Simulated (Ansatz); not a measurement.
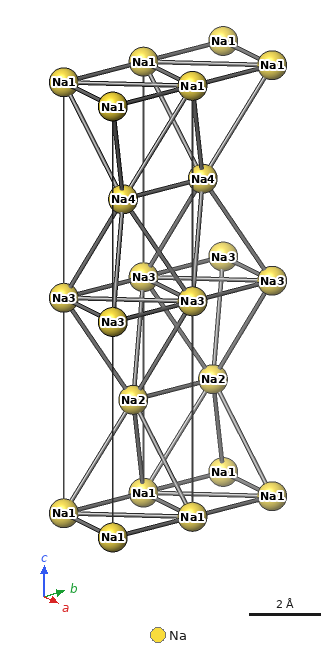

This is a symmetric starting cell of Na. A ball-and-stick model of the cell of the calculation, repeated 1 × 2 × 1 with one cell outlined, seen slightly off an axis.

Method: Ansatz 0.2.0, DFT PBEsol, scalar-relativistic, plane waves, PAW. Settings: plane-wave cutoff 420 eV; k-point mesh 15 × 15 × 4; occupations gaussian; smearing width 0.1 eV; no spin polarisation.

Change: The cell is strained by −4.4 % along c and −1.4 % across it (volume −7.2 %), the atoms keeping their fractional coordinates. No relaxation follows. The starting cell wasn't computed here and needn't be at equilibrium, so pressure and forces aren't due to the change alone.

What is the effect?

Some distances before and after: Na–Na 3.793 → 3.661 Å, Na–Na 3.700 → 3.647 Å. The space group stays P6_3/mmc (No. 194). The pressure is 0.5 GPa (not all of it need come from the change, since the unchanged cell can be under pressure at this level too). All forces vanish by symmetry.

Drawn alike, the variant:

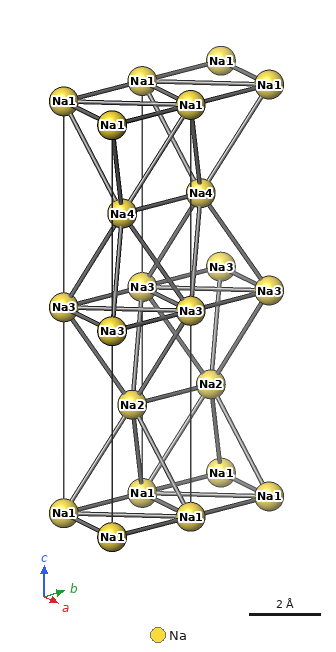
